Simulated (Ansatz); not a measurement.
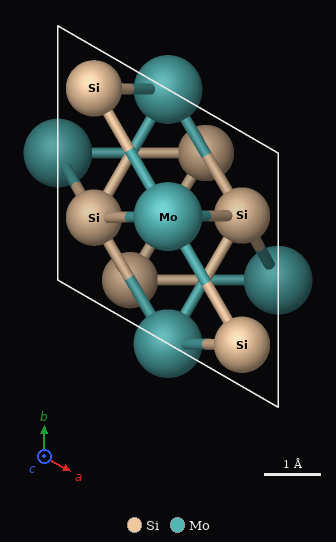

The structure as given in the input (ball-and-stick view of the cell of the calculation, along the c axis). An atom can appear more than once, as a periodic image. Near neighbours in the periodic cell (some may lie outside the picture): Si has 5 Mo at 2.57 to 2.67 Å and 5 Si at 2.55 to 2.67 Å; Mo has 10 Si at 2.57 to 2.67 Å.

## Geometry relaxation of MoSi2 (part 1 of 2)

The run: geometry relaxation of MoSi2 (9 atoms in the cell). Method and program: DFT LDA, scalar-relativistic, plane waves, PAW, no spin polarisation (Ansatz 0.2.0).

The structure derives from a Materials Project entry.

**The input**
```yaml
crystal:
  lattice:
    - [4.5854715599, 0.0, 0.0]
    - [-2.29273578, 3.9711348592, 0.0]
    - [0.0, 0.0, 6.5797601]
  atoms:
    - { symbol: Si, position: [0.16387298, 0.83612702, 0.83333333] }
    - { symbol: Si, position: [0.32774596, 0.16387298, 0.16666667] }
    - { symbol: Si, position: [0.83612702, 0.67225404, 0.5] }
    - { symbol: Si, position: [0.83612702, 0.16387298, 0.83333333] }
    - { symbol: Si, position: [0.67225404, 0.83612702, 0.16666667] }
    - { symbol: Si, position: [0.16387298, 0.32774596, 0.5] }
    - { symbol: Mo, position: [0.5, 0.0, 0.5] }
    - { symbol: Mo, position: [0.0, 0.5, 0.16666667] }
    - { symbol: Mo, position: [0.5, 0.5, 0.83333333] }
basis:
  ecutwfc: 420
kpoints:
  mp_grid: { grid: [9, 9, 6] }
hamiltonian:
  xc: lda
scf:
  occupations: { method: gaussian, width: 0.1 }
output:
  forces: true
  stress: true
  eigenvalues: true
  write_density: true
  write_potential: true
  elf: true
  volumetric_format: npy
relax:
  adjacent_minimum: "off"
  f_tol: 0.005
  max_steps: 80
  cell: { stress_tol: 0.05 }
```

Machine: 2 threads of Arm Neoverse V2, 112 GiB of memory available, shared host.

Launch command:
```bash
ansatz run input.yaml --threads 2 --pin off --max-ram 5120MiB --backend cpu --events-out ev --progress --plain --runs-dir out
```

**Output**
```
Engine: ansatz 0.2.0, aarch64-unknown-linux-gnu
Pseudopotentials: kind: paw
Pseudopotential: Si, paw, valence charge 4, recommended cutoff 420 eV (normal), Si.paw.azcp
Pseudopotential: Mo, paw, valence charge 14, recommended cutoff 420 eV (normal), Mo.paw.azcp
Functional definition: SPW92
  exchange = slater_x
  correlation = pw_c
Crystal: 9 atoms, lattice volume = 119.814 Å³
Basis set: ecut = 420 eV, 2331 PW (Γ)
Bands: 42, of which v1, the nominal top of the filled ones, is band 33 counted from 1 (32 counted from 0)
Symmetry: 12 space group operations
Space group: P6222 (ITA 180), of the structure as read, at distance tolerance 4.9e-5 Å
k-points: 48 of 486 (time reversal used)
Non-local potential: Si, projectors of the file, l = 0: 2, l = 1: 2, l = 2: 2
Non-local potential: Mo, projectors of the file, l = 0: 3, l = 1: 2, l = 2: 2, l = 3: 1
PAW form: soft (Blöchl's): semilocal exchange-correlation on the pseudo side does not see the compensation charge
PAW frozen core: Si, regenerated for the run's functional, and the local potential with it (the file was generated under x = pbe(κ = 0.804, μ = 0.2195149727645171), c = pbe(β = 0.06672455060314922))
PAW frozen core: Mo, regenerated for the run's functional, and the local potential with it (the file was generated under x = pbe(κ = 0.804, μ = 0.2195149727645171), c = pbe(β = 0.06672455060314922))
PAW one-centre angular grid: Si, 110 points (default); XC on 64 Gauss nodes
PAW one-centre angular grid: Mo, 590 points (default); XC on 64 Gauss nodes
Initial density: superposition of atomic densities (neutral atoms: chi_scale 0, normalization atom), corrected by the library's trained network
Initial wavefunctions: pseudopotential atomic-orbital guess
Functional: x = slater, c = lda
SCF iter   1: F=—  HF=-18185.491218 eV  |F-HF|=—  |Δ(HF+E_count)|=         —  Δρ=8.12e-3  dr2=6.12e-2  ethr=1.77e-3  ⟨swp⟩=7.1  Hψ=8589  notcnv=0
preconditioner: auto → Resta (q_TF=auto, 2.470 Å⁻¹)  ε∞=10.4  [insulator: Δε(μ)=0.178 eV  Ē_g=7.174 eV  σ=0.100 eV  W_gap=0.79  n_scr=22 (ndim 8)  ℏωp=22.0 eV  f_vac=0.000  D(μ)=0.13/eV (n_scr^D=0)  ε∞_Penn≈10.4]
SCF iter   2: F=—  HF=-18185.483817 eV  |F-HF|=—  |Δ(HF+E_count)|=   7.40e-3  Δρ=4.22e-3  dr2=1.24e-2  ethr=9.27e-5  ⟨swp⟩=1.3  Hψ=2413  notcnv=0  defer=1
SCF iter   3: F=—  HF=-18185.481525 eV  |F-HF|=—  |Δ(HF+E_count)|=   2.29e-3  Δρ=7.13e-4  dr2=5.20e-4  ethr=1.87e-5  ⟨swp⟩=2.6  Hψ=2771  notcnv=0  defer=1
SCF iter   4: F=—  HF=-18185.481401 eV  |F-HF|=—  |Δ(HF+E_count)|=   1.24e-4  Δρ=1.08e-4  dr2=7.75e-6  ethr=7.88e-7  ⟨swp⟩=2.4  Hψ=2769  notcnv=0  defer=1
SCF iter   5: F=—  HF=-18185.481393 eV  |F-HF|=—  |Δ(HF+E_count)|=   7.91e-6  Δρ=1.18e-5  dr2=1.10e-7  ethr=1.17e-8  ⟨swp⟩=2.5  Hψ=3183  notcnv=0  defer=1
SCF iter   6: F=-18185.481393 eV  HF=-18185.481393 eV  |F-HF|=3.82e-10  |Δ(HF+E_count)|=   1.13e-8  Δρ=1.87e-6  dr2=2.37e-9  ethr=1.52e-10  ⟨swp⟩=12.5  Hψ=12572  notcnv=0
SCF 1 converged in 6 iterations: F = -18185.481393 eV  dr2 = 2.37e-9
  greatest PAW one-centre occupation: 0.999 electrons in one spin orbital (limit 2), on the Mo atom at site 7 (counted from 0), in its partial waves of l = 0
relax step   1: F+E_penalty+E_count = -18185.48139330 eV  Δ(F+E_penalty+E_count) = +0.000e0 eV  max|allowed force component| = 5.461e-2 eV/Å  Δτ_max = 0.0000 Å  P = -4.944 GPa  Ω = 119.814 Å³  (6 SCF iters, dr2 threshold 1.00e-7 eV, accepted)
Crystal: 9 atoms, lattice volume = 116.376 Å³
Basis set: ecut = 420 eV, 2283 PW (Γ)
Initial density: handed on by an earlier stage of this run
Initial wavefunctions: those handed on with the density
iter 1 solved again at ethr=6.10e-6 eV; its pass at ethr=3.10e-3 eV (dr2=4.02e-3 eV) is discarded
SCF iter   1: F=—  HF=-18185.522314 eV  |F-HF|=—  |Δ(HF+E_count)|=         —  Δρ=1.78e-3  dr2=3.88e-3  ethr=6.10e-6  ⟨swp⟩=1.9  Hψ=9504  notcnv=0
preconditioner: auto → Resta (q_TF=auto, 2.482 Å⁻¹)  ε∞=10.1  [insulator: Δε(μ)=0.150 eV  Ē_g=7.382 eV  σ=0.100 eV  W_gap=0.71  n_scr=22 (ndim 8)  ℏωp=22.3 eV  f_vac=0.000  D(μ)=0.17/eV (n_scr^D=0)  ε∞_Penn≈10.1]
SCF iter   2: F=—  HF=-18185.521486 eV  |F-HF|=—  |Δ(HF+E_count)|=   8.28e-4  Δρ=9.75e-4  dr2=8.88e-4  ethr=5.89e-6  ⟨swp⟩=1.1  Hψ=2020  notcnv=0
SCF iter   3: F=—  HF=-18185.521282 eV  |F-HF|=—  |Δ(HF+E_count)|=   2.03e-4  Δρ=1.30e-4  dr2=1.16e-5  ethr=1.35e-6  ⟨swp⟩=2.0  Hψ=2585  notcnv=0
iter 4 did not close the SCF: its close was put off for the readings that it lacked (scf_convergence_deferred on its scf_iter line)
SCF iter   4: F=-18185.521282 eV  HF=-18185.521283 eV  |F-HF|=1.52e-7  |Δ(HF+E_count)|=   4.40e-8  Δρ=1.93e-5  dr2=3.09e-7  ethr=1.76e-8  ⟨swp⟩=2.9  Hψ=3792  notcnv=0
iter 5 did not close the SCF: its close was put off for the readings that it lacked (scf_convergence_deferred on its scf_iter line)
SCF iter   5: F=-18185.521282 eV  HF=-18185.521282 eV  |F-HF|=3.40e-8  |Δ(HF+E_count)|=   5.07e-8  Δρ=4.93e-6  dr2=3.82e-8  ethr=4.68e-10  ⟨swp⟩=2.0  Hψ=3599  notcnv=0
SCF iter   6: F=-18185.521282 eV  HF=-18185.521282 eV  |F-HF|=3.93e-10  |Δ(HF+E_count)|=   8.37e-9  Δρ=6.42e-7  dr2=5.49e-10  ethr=5.79e-11  ⟨swp⟩=6.1  Hψ=11558  notcnv=0
SCF 2 converged in 6 iterations: F = -18185.521282 eV  dr2 = 5.49e-10
  greatest PAW one-centre occupation: 0.999 electrons in one spin orbital (limit 2), on the Mo atom at site 8 (counted from 0), in its partial waves of l = 0
relax step   2: F+E_penalty+E_count = -18185.52128245 eV  Δ(F+E_penalty+E_count) = -3.989e-2 eV  max|allowed force component| = 3.869e-2 eV/Å  Δτ_max = 0.0050 Å  P = +1.500 GPa  Ω = 116.376 Å³  energy of the carried Pulay correction = +8.922e-4 eV  (6 SCF iters, dr2 threshold 9.00e-7 eV, accepted)
Crystal: 9 atoms, lattice volume = 117.162 Å³
Basis set: ecut = 420 eV, 2307 PW (Γ)
iter 1 solved again at ethr=3.07e-7 eV; its pass at ethr=3.10e-3 eV (dr2=2.03e-4 eV) is discarded
SCF iter   1: F=—  HF=-18185.524865 eV  |F-HF|=—  |Δ(HF+E_count)|=         —  Δρ=4.15e-4  dr2=2.02e-4  ethr=3.07e-7  ⟨swp⟩=2.7  Hψ=9299  notcnv=0
preconditioner: auto → Resta (q_TF=auto, 2.479 Å⁻¹)  ε∞=10.2  [insulator: Δε(μ)=0.155 eV  Ē_g=7.332 eV  σ=0.100 eV  W_gap=0.73  n_scr=22 (ndim 8)  ℏωp=22.2 eV  f_vac=0.000  D(μ)=0.16/eV (n_scr^D=0)  ε∞_Penn≈10.2]
SCF iter   2: F=—  HF=-18185.524821 eV  |F-HF|=—  |Δ(HF+E_count)|=   4.44e-5  Δρ=2.28e-4  dr2=4.52e-5  ethr=3.07e-7  ⟨swp⟩=1.2  Hψ=2062  notcnv=0
SCF iter   3: F=—  HF=-18185.524809 eV  |F-HF|=—  |Δ(HF+E_count)|=   1.21e-5  Δρ=3.53e-5  dr2=1.29e-6  ethr=6.86e-8  ⟨swp⟩=2.6  Hψ=2953  notcnv=0
iter 4 did not close the SCF: its close was put off for the readings that it lacked (scf_convergence_deferred on its scf_iter line)
SCF iter   4: F=-18185.524808 eV  HF=-18185.524808 eV  |F-HF|=6.50e-9  |Δ(HF+E_count)|=   2.47e-7  Δρ=5.96e-6  dr2=2.55e-8  ethr=1.95e-9  ⟨swp⟩=2.2  Hψ=2731  notcnv=0
iter 5 did not close the SCF: its close was put off for the readings that it lacked (scf_convergence_deferred on its scf_iter line)
SCF iter   5: F=-18185.524808 eV  HF=-18185.524808 eV  |F-HF|=5.09e-11  |Δ(HF+E_count)|=   6.96e-9  Δρ=6.48e-7  dr2=2.77e-10  ethr=3.86e-11  ⟨swp⟩=2.2  Hψ=2713  notcnv=0
SCF iter   6: F=-18185.524808 eV  HF=-18185.524808 eV  |F-HF|=7.28e-12  |Δ(HF+E_count)|=  5.46e-11  Δρ=1.07e-7  dr2=1.47e-11  ethr=1.00e-12  ⟨swp⟩=4.4  Hψ=9232  notcnv=0
SCF 3 converged in 6 iterations: F = -18185.524808 eV  dr2 = 1.47e-11
  greatest PAW one-centre occupation: 0.999 electrons in one spin orbital (limit 2), on the Mo atom at site 6 (counted from 0), in its partial waves of l = 0
relax step   3: F+E_penalty+E_count = -18185.52480841 eV  Δ(F+E_penalty+E_count) = -3.526e-3 eV  max|allowed force component| = 3.877e-3 eV/Å  Δτ_max = 0.0019 Å  P = -0.066 GPa  Ω = 117.162 Å³  energy of the carried Pulay correction = +6.860e-4 eV  (6 SCF iters, dr2 threshold 9.00e-7 eV, accepted)
Crystal: 9 atoms, lattice volume = 117.128 Å³
iter 1 solved again at ethr=2.76e-9 eV; its pass at ethr=3.10e-3 eV (dr2=1.82e-6 eV) is discarded
SCF iter   1: F=—  HF=-18185.524828 eV  |F-HF|=—  |Δ(HF+E_count)|=         —  Δρ=3.22e-5  dr2=1.92e-6  ethr=2.76e-9  ⟨swp⟩=2.3  Hψ=9069  notcnv=0
preconditioner: auto → Resta (q_TF=auto, 2.480 Å⁻¹)  ε∞=10.2  [insulator: Δε(μ)=0.154 eV  Ē_g=7.335 eV  σ=0.100 eV  W_gap=0.72  n_scr=22 (ndim 8)  ℏωp=22.2 eV  f_vac=0.000  D(μ)=0.17/eV (n_scr^D=0)  ε∞_Penn≈10.2]
SCF iter   2: F=—  HF=-18185.524827 eV  |F-HF|=—  |Δ(HF+E_count)|=   3.98e-7  Δρ=1.69e-5  dr2=4.68e-7  ethr=2.76e-9  ⟨swp⟩=2.0  Hψ=2638  notcnv=0
iter 3 did not close the SCF: its close was put off for the readings that it lacked (scf_convergence_deferred on its scf_iter line)
SCF iter   3: F=-18185.524827 eV  HF=-18185.524827 eV  |F-HF|=4.23e-9  |Δ(HF+E_count)|=   1.35e-7  Δρ=2.24e-6  dr2=7.00e-9  ethr=7.09e-10  ⟨swp⟩=2.0  Hψ=2833  notcnv=0
iter 4 did not close the SCF: its close was put off for the readings that it lacked (scf_convergence_deferred on its scf_iter line)
SCF iter   4: F=-18185.524827 eV  HF=-18185.524827 eV  |F-HF|=3.64e-11  |Δ(HF+E_count)|=   1.70e-9  Δρ=4.40e-7  dr2=1.42e-10  ethr=1.06e-11  ⟨swp⟩=2.0  Hψ=2956  notcnv=0
iter 5 did not close the SCF: its close was put off for the readings that it lacked (scf_convergence_deferred on its scf_iter line)
SCF iter   5: F=-18185.524827 eV  HF=-18185.524827 eV  |F-HF|=7.28e-12  |Δ(HF+E_count)|=  2.18e-11  Δρ=4.90e-8  dr2=1.94e-12  ethr=1.00e-12  ⟨swp⟩=1.0  Hψ=2017  notcnv=0
SCF iter   6: F=-18185.524827 eV  HF=-18185.524827 eV  |F-HF|=3.64e-12  |Δ(HF+E_count)|=  3.64e-12  Δρ=8.56e-9  dr2=8.41e-14  ethr=1.00e-12  ⟨swp⟩=3.8  Hψ=7364  notcnv=0
SCF 4 converged in 6 iterations: F = -18185.524827 eV  dr2 = 8.41e-14
relax step   4: F+E_penalty+E_count = -18185.52482732 eV  Δ(F+E_penalty+E_count) = -1.891e-5 eV  max|allowed force component| = 6.660e-5 eV/Å  Δτ_max = 0.0003 Å  P = +0.000 GPa  Ω = 117.128 Å³  energy of the carried Pulay correction = +6.948e-4 eV  (6 SCF iters, accepted)
Initial wavefunctions: pseudopotential atomic-orbital guess (no wavefunctions were taken with the density)
iter 1 solved again at ethr=3.40e-7 eV; its pass at ethr=3.10e-3 eV (dr2=2.25e-4 eV) is discarded
SCF iter   1: F=—  HF=-18185.524232 eV  |F-HF|=—  |Δ(HF+E_count)|=         —  Δρ=1.70e-5  dr2=2.88e-8  ethr=3.40e-7  ⟨swp⟩=3.2  Hψ=13887  notcnv=0
eigensolver tolerance schedule: the retry pair's looser diagonalisation over-reported the residual by 7793.76 of it (diagonalisation noise at 5.92 of the residual, at the tolerance the schedule requests for it); recorded, not acted on — ethr = c·dr2/N_el stays at c = 1.0e-1
SCF iter   2: F=—  HF=-18185.524236 eV  |F-HF|=—  |Δ(HF+E_count)|=   3.68e-6  Δρ=8.87e-6  dr2=7.52e-9  ethr=4.37e-11  ⟨swp⟩=2.4  Hψ=3627  notcnv=0
iter 3 did not close the SCF: its close was put off for the readings that it lacked (scf_convergence_deferred on its scf_iter line)
SCF iter   3: F=-18185.524236 eV  HF=-18185.524236 eV  |F-HF|=7.28e-12  |Δ(HF+E_count)|=   2.85e-8  Δρ=2.26e-7  dr2=2.01e-11  ethr=1.14e-11  ⟨swp⟩=2.0  Hψ=3018  notcnv=0
iter 4 did not close the SCF: its close was put off for the readings that it lacked (scf_convergence_deferred on its scf_iter line)
SCF iter   4: F=-18185.524236 eV  HF=-18185.524236 eV  |F-HF|=3.64e-12  |Δ(HF+E_count)|=  1.46e-11  Δρ=3.53e-8  dr2=1.13e-12  ethr=1.00e-12  ⟨swp⟩=1.0  Hψ=2016  notcnv=0
iter 5 did not close the SCF: its close was put off for the readings that it lacked (scf_convergence_deferred on its scf_iter line)
SCF iter   5: F=-18185.524236 eV  HF=-18185.524236 eV  |F-HF|=3.64e-12  |Δ(HF+E_count)|=  3.64e-12  Δρ=1.30e-8  dr2=1.16e-13  ethr=1.00e-12  ⟨swp⟩=1.0  Hψ=2016  notcnv=0
iter 6 did not close the SCF: its close was put off for the readings that it lacked (scf_convergence_deferred on its scf_iter line)
SCF iter   6: F=-18185.524236 eV  HF=-18185.524236 eV  |F-HF|=3.64e-12  |Δ(HF+E_count)|=  3.64e-12  Δρ=2.94e-9  dr2=4.56e-15  ethr=1.00e-12  ⟨swp⟩=1.0  Hψ=2016  notcnv=0
SCF iter   7: F=-18185.524236 eV  HF=-18185.524236 eV  |F-HF|=0.00e0  |Δ(HF+E_count)|=  3.64e-12  Δρ=5.58e-10  dr2=2.30e-16  ethr=1.00e-12  ⟨swp⟩=2.3  Hψ=5453  notcnv=0
SCF 5 converged in 7 iterations: F = -18185.524236 eV  dr2 = 2.30e-16
relax step   5: F+E_penalty+E_count = -18185.52423602 eV  Δ(F+E_penalty+E_count) = +5.913e-4 eV  max|allowed force component| = 6.941e-5 eV/Å  Δτ_max = 0.0000 Å  P = -0.010 GPa  Ω = 117.128 Å³  stress off target by 1.09e-2 GPa  SCF on the basis re-selected at this cell (its energy is not comparable with the rows above)  (7 SCF iters)
```

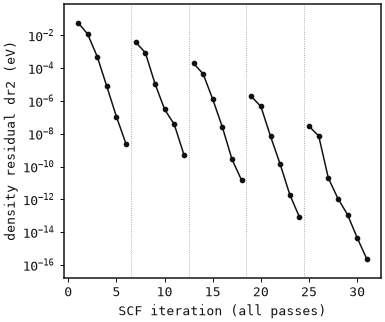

Convergence of the self-consistent field: density residual dr2 against the SCF iteration. The dotted lines part the SCF passes of the relaxation: geometry steps, rejected trials and re-solves on a re-selected basis. The 5 passes take 6 to 7 iterations each, 31 in all.

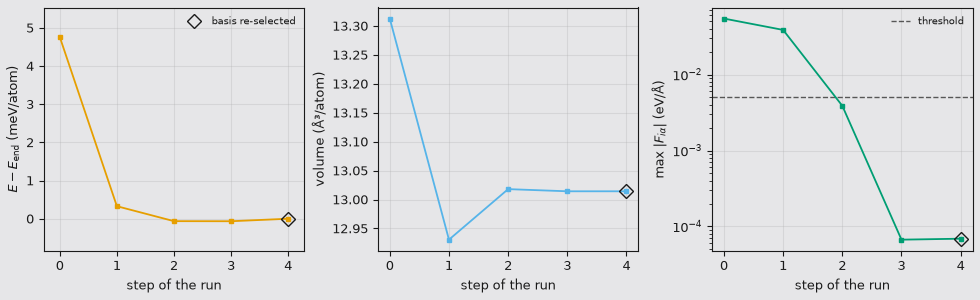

Progress of the relaxation, step by step (the first geometry is step 0 here and step 1 in the log).

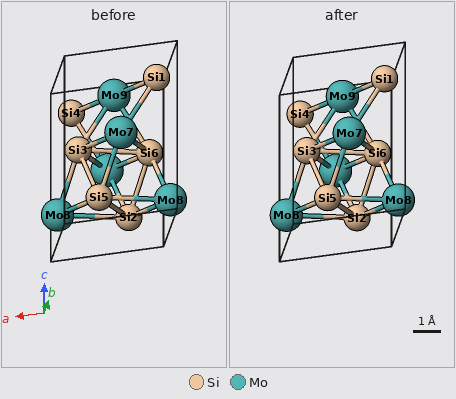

Before (left) and after (right) the relaxation, at one scale (ball-and-stick view of the cell of the calculation, seen at an oblique angle). The energy falls by 4.8 meV per atom in 3 geometry steps. The largest force component goes from 0.055 to under 0.0001 eV/Å. The pressure goes from −4.94 to −0.01 GPa. No atom moves by more than 0.005 Å relative to the cell. The drawn cell changes as follows: a = b 4.585 → 4.551 Å (−0.8 %), c 6.580 → 6.531 Å (−0.7 %); the volume changes by −2.2 %. Distances before and after: Si1–Si4 2.670 → 2.647 Å, Si1–Mo9 2.670 → 2.646 Å, Si1–Mo7 2.568 → 2.548 Å, Si1–Si2 2.550 → 2.533 Å. The space group stays P6_222 (No. 180). A last SCF at the same geometry on a re-selected plane-wave basis shifts the energy by +0.1 meV per atom. (Atoms are counted from 1 in the order of the input.)
